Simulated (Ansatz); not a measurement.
## Electronic structure of Ti$_{3}$Si in real space

The calculation's input:

```
crystal:
  lattice:
    - [0.0, 3.144356, 3.144356]
    - [3.144356, 0.0, 3.144356]
    - [3.144356, 3.144356, 0.0]
  atoms:
    - { symbol: Ti, position: [0.015713, 0.002417, -0.016148] }
    - { symbol: Ti, position: [0.248503, 0.249245, 0.243487] }
    - { symbol: Ti, position: [0.751764, 0.755786, 0.751071] }
    - { symbol: Si, position: [0.506035, 0.490864, 0.515406] }
hamiltonian:
  xc: pbesol
  pseudopotentials: { kind: paw }
kpoints:
  mp_grid: { grid: [7, 7, 7] }
scf:
  occupations: { method: fermi_dirac, width: 0.05 }
output:
  forces: true
  stress: true
  eigenvalues: true
  write_density: true
  write_potential: true
  elf: true
  volumetric_format: npy
```

Command:

```sh
ansatz run input.yaml --threads 2 --pin off --max-ram 5632MiB --backend cpu --events-out ev --progress --plain --runs-dir out
```

Below, planes, directions and counts refer to the conventional cell (a = 4.45 Å, b = 4.45 Å, c = 4.45 Å, α = 60.00°, β = 60.00°, γ = 60.00°).

Space group P1; a structure from a database of computed crystals, not necessarily the ambient phase; changed on purpose from its base cell (atoms moved at random by about 0.05 A); not relaxed (largest force 0.5 eV/Å); computed pressure about −5 GPa in this cell.

Computed with Kohn-Sham DFT of a periodic cell, PBEsol, Ansatz PAW in Ansatz.

The density is the valence pseudo-density of a PAW calculation; it isn't the true density close to the nuclei.

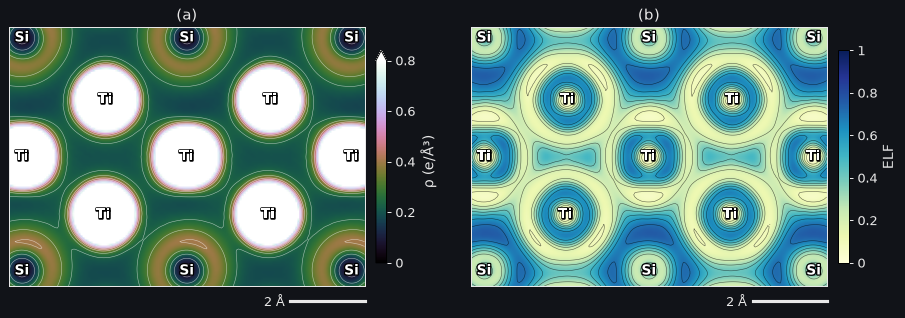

Figure 1. (a) valence pseudo-density; (b) electron localisation function on the (011̄) plane of the conventional cell.

Q: Describe what can be read from this map.

A: The plane passes through Ti and Si nuclei.

Ti–Ti (2.70 Å): ρ at the midpoint is about 0.23 e/Å³; the ELF is about 0.20 at the midpoint: no shared electron pair shows on this line.

Ti–Ti (2.74 Å): ρ is about 0.23 e/Å³ halfway; the ELF is about 0.20 at the midpoint (no shared electron pair shows on this line).
Ti–Si (2.71 Å): ρ at the midpoint is about 0.25 e/Å³; the ELF peaks at about 0.70 in the valence shell of Si, 0.9 Å from its nucleus, and is about 0.30 at the midpoint.
Between the atoms the lowest density in this plane is 0.17 e/Å³.
The features right at Ti lie inside the PAW spheres, where the map follows smoothed inner orbitals and isn't to be read closely.

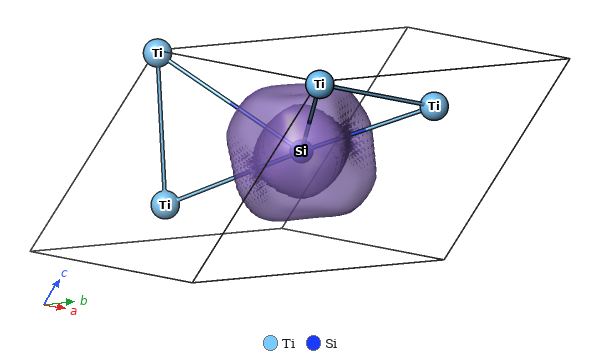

Figure 2. Isosurface of the ELF at 0.65 (purple), seen at an oblique angle. Core shells and regions of very low density are left out. Sticks mark near contacts.

Q: Describe the localisation domains.

A: The ELF exceeds this value in one region wrapped around Si (its valence shell), counted in one cell of 4 atoms. Regions shared between cells count once. Along the contacts the grid gives the following. Ti–Si (2.64 Å): the ELF peaks at about 0.65 in the valence shell of Si, 0.9 Å from its nucleus, and is about 0.30 at the midpoint. Ti–Ti (2.67 Å): the ELF is about 0.20 at the midpoint: no localised pair shows between them.

Q: Metal or insulator at this level of theory?

A: It is metallic or semimetallic at this level of theory: no gap opens.
